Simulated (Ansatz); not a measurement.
A structure file:

```cif
data_structure
_symmetry_space_group_name_H-M 'P 1'
_symmetry_Int_Tables_number 1
_cell_length_a 2.9428
_cell_length_b 3.2803
_cell_length_c 4.6774
_cell_angle_alpha 90.000
_cell_angle_beta 90.000
_cell_angle_gamma 90.000
_cell_volume 45.15
loop_
_atom_site_label
_atom_site_type_symbol
_atom_site_fract_x
_atom_site_fract_y
_atom_site_fract_z
_atom_site_occupancy
Si1 Si 0.00000 0.00000 0.15686 1
Si2 Si 0.50000 0.50000 0.84314 1
Ni1 Ni 0.00000 0.00000 0.65750 1
Ni2 Ni 0.50000 0.50000 0.34250 1
```

> Summarise the structure in words.

The compound is SiNi. Space group Pmmn (No. 59), lattice primitive orthorhombic. Counting shared atoms by their share gives 2 Si, 2 Ni, or 4 atoms. Si is linked to six Ni at 2.34 to 2.37 Å. Ni is linked to six Si at 2.34 to 2.37 Å. Not all metal-metal contacts are counted. The bonds build a three-dimensional framework.

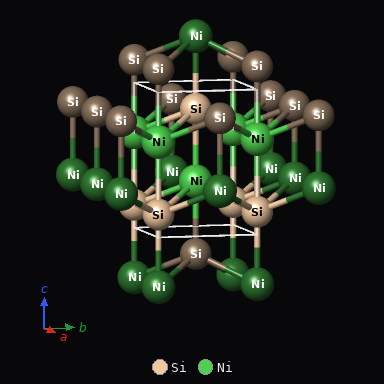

This ball-and-stick model is shown slightly off an axis. The wireframe shows the conventional unit cell. Atoms just outside the outline that bond to atoms inside are added, in fainter colours. Colours: silicon light orange, nickel green.

The cell started as a structure listed in the Materials Project. Earlier steps of the study may have refined or changed the cell and positions. It was set up as input for a calculation with Ansatz.
